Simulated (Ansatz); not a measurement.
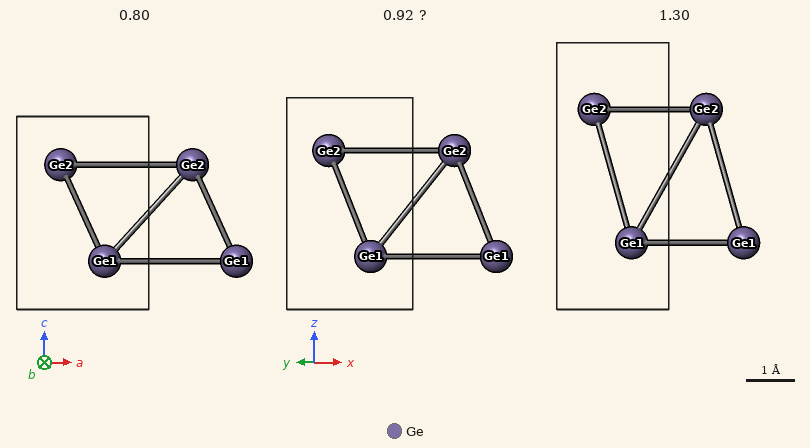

Solid Ge (Cmcm): the ratio of the cell's length along z to its lengths across, counted as 1 for the reference, is changed at fixed volume (a c/a path), with the atoms kept at their fractional coordinates. x, y and z are the Cartesian axes of the input. A ball-and-stick model of the cell of the calculation, repeated 2 × 2 × 1 with one cell outlined, seen along the b axis.

The calculation used Ansatz 0.2.0, DFT PBEsol, scalar-relativistic, plane waves, PAW. Settings: plane-wave cutoff 420 eV; k-point mesh 20 × 20 × 12; occupations gaussian; smearing width 0.15 eV; no spin polarisation. Energies (free energies at the smearing named) are counted from the cell as listed in its source, which wasn't relaxed.

| axial ratio over its reference value | E − E(ref) (meV/atom) |
| --- | --- |
| 0.80 | 55.6 |
| 0.85 | 47.3 |
| 0.92 | ? |
| 0.96 | 10.6 |
| 1.00 | 0.0 |
| 1.05 | −3.1 |
| 1.10 | −0.4 |
| 1.20 | 32.5 |
| 1.30 | 105.9 |

**Fill in the missing row.**

A straight line between the two neighbours gives 23.9 meV/atom. A cubic through the four nearest rows (0.80, 0.85, 0.96, 1.00) gives, with Lagrange weights, (−0.1400)(55.6) + (0.4655)(47.3) + (0.9545)(10.6) + (−0.2800)(0.0) = 24.4 meV/atom. The calculation gives 23.9 meV/atom, so the cubic is 0.5 meV/atom too high, while the straight line is right to the digits shown.

The whole profile:

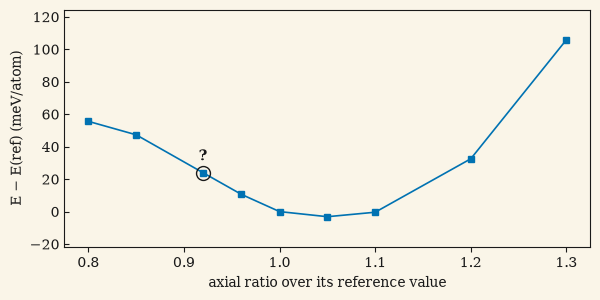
